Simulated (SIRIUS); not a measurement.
**CdTe: 7 runs along one coordinate**

System: CdTe (F-43m, 2 atoms in the cell).
Method: Kohn-Sham DFT of a periodic cell, PBEsol, dojo-sr-pbesol-0.4.1-standard, no spin polarisation (SIRIUS 7.12.0).

The 7 runs differ only in the geometry, by an even scaling of the cell at fixed fractional positions. The structure derives from an entry of the Crystallography Open Database.

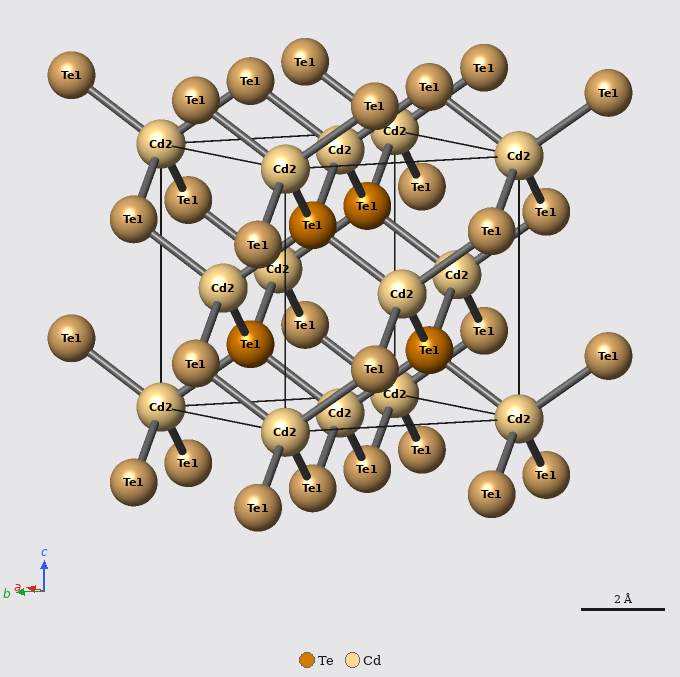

Figure 1. The structure of run 4 (ball-and-stick view of the cell 4 times as large as that of the calculation, set on its symmetry axes, seen at an oblique angle; neighbours outside the cell are drawn fainter; atoms are numbered from 1 in the order of the input). An atom can appear more than once, as a periodic image.

## Input of run 4
```
{
  "control": {
    "processing_unit": "cpu",
    "verbosity": 2,
    "num_bands_to_print": 27,
    "print_forces": true,
    "print_stress": true
  },
  "parameters": {
    "electronic_structure_method": "pseudopotential",
    "xc_functionals": ["XC_GGA_X_PBE_SOL", "XC_GGA_C_PBE_SOL"],
    "gk_cutoff": 10.1,
    "pw_cutoff": 20.2,
    "ngridk": [7, 7, 7],
    "shiftk": [0, 0, 0],
    "smearing": "fermi_dirac",
    "smearing_width": 0.0018374661,
    "num_bands": 27,
    "num_mag_dims": 0,
    "num_dft_iter": 100,
    "energy_tol": 1e-08,
    "density_tol": 1e-06
  },
  "iterative_solver": {
    "type": "davidson",
    "min_tolerance": 1e-10
  },
  "mixer": {
    "type": "anderson",
    "beta": 0.7,
    "max_history": 8
  },
  "settings": {
    "tol_ne": 1e-10,
    "pseudo_grid_cutoff": 6.5
  },
  "unit_cell": {
    "lattice_vectors": [
      [0.0, 0.707106781187, 0.707106781187],
      [0.707106781187, 0.0, 0.707106781187],
      [0.707106781187, 0.707106781187, 0.0]
    ],
    "lattice_vectors_scale": 8.5652865883,
    "atom_coordinate_units": "lattice",
    "atom_types": ["Te", "Cd"],
    "atom_files": {
      "Te": "Te.json",
      "Cd": "Cd.json"
    },
    "atoms": {
      "Te": [
        [0.75, 0.75, 0.75]
      ],
      "Cd": [
        [0.0, 0.0, 0.0]
      ]
    }
  }
}
```

Command:
```bash
upf_to_json Te.upf
upf_to_json Cd.upf
OMP_NUM_THREADS=4 sirius.scf --input=sirius.json --output=out.json --task=0
```

Lattice vectors (Å) and fractional positions of run 4:
```
   0.000000    3.205000    3.205000
   3.205000    0.000000    3.205000
   3.205000    3.205000    0.000000
Te  0.750000  0.750000  0.750000
Cd  0.000000  0.000000  0.000000
```

Run 2 has the same physical settings and fractional positions; its lattice vectors (Å) are:
```
   0.000000    3.161684    3.161684
   3.161684    0.000000    3.161684
   3.161684    3.161684    0.000000
```

## Results, with one run withheld

| run | volume per atom (Å³) | free energy per atom, from the lowest run given (meV) | pressure (GPa) | gap on the mesh (eV) |
| --- | --- | --- | --- | --- |
| 1 | 30.947 | 49.28 | 5.26 | 0.94 |
| 2 | 31.605 | ? | ? | ? |
| 3 | 32.263 | 16.28 | 2.77 | 0.82 |
| 4 | 32.922 | 6.91 | 1.72 | 0.76 |
| 5 | 33.580 | 1.63 | 0.78 | 0.70 |
| 6 | 34.239 | 0.00 | −0.06 | 0.64 |
| 7 | 34.897 | 1.64 | −0.81 | 0.59 |

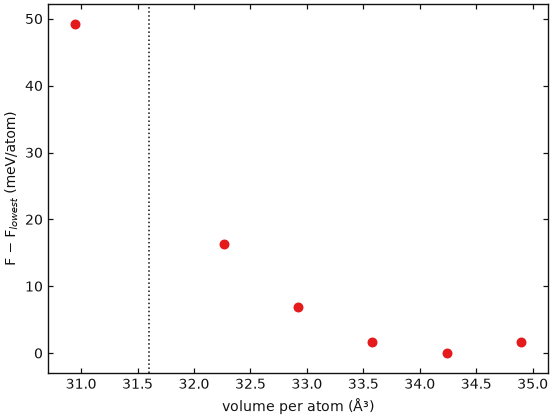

Figure 2. Free energy per atom of the runs given; the dotted line marks run 2.

What should run 2 give?

A cubic polynomial in V^(−2/3) (the Birch–Murnaghan form), fitted to the 6 runs given, misses them by under 0.01 meV per atom. With x = V^(−2/3) − 0.09701 Å⁻², it reads F = 5.133 + 4805 x + 1.1352e+06 x² + 4.862e+06 x³ (meV per atom). At run 2 it gives 30.22 meV per atom, and the run itself gives 30.23. The slope of the fit gives a pressure −dF/dV of 3.99 GPa there, and the run prints 3.94 GPa. The fit has its minimum at 34.225 Å³ per atom, where V d²F/dV² gives 41.3 GPa: the bulk modulus at this level, since symmetry fixes the shape and the positions. The gap on the mesh goes, without turning, from 0.94 eV in run 1 to 0.59 eV in run 7; run 2 has 0.88 eV. These are gaps of this functional on this mesh, which can miss the band edges; they aren't the measured gap.

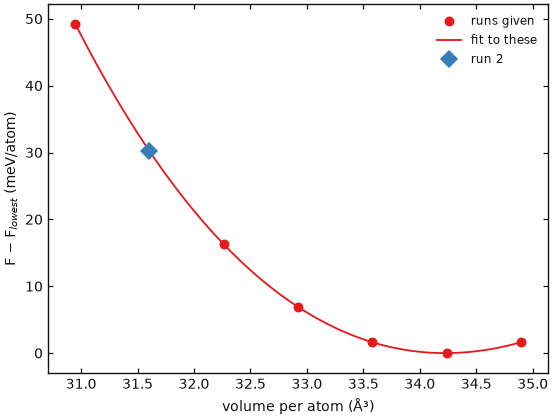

Figure 3. The fit and the withheld run.

## Some lines of the output (run 2)
```
[...]
[find] Total energy                   :    -279.91305842 (Ha),    -559.82611684 (Ry)
[find] Free energy (E-TS)             :    -279.91305848 (Ha),    -559.82611696 (Ry)
[find] band gap (eV)                  :       0.87838224
[find] Efermi                         :       0.33363648
[find] Total energy                   :    -279.91305842 (Ha),    -559.82611685 (Ry)
[find] Free energy (E-TS)             :    -279.91305848 (Ha),    -559.82611697 (Ry)
[find] band gap (eV)                  :       0.87840856
[find] Efermi                         :       0.33363614
[find] Total energy                   :    -279.91305843 (Ha),    -559.82611685 (Ry)
[find] Free energy (E-TS)             :    -279.91305849 (Ha),    -559.82611697 (Ry)
[find] band gap (eV)                  :       0.87842210
[find] Efermi                         :       0.33363629
[find] band gap (eV)                  :       0.87842088
[find] Efermi                         :       0.33363626
```
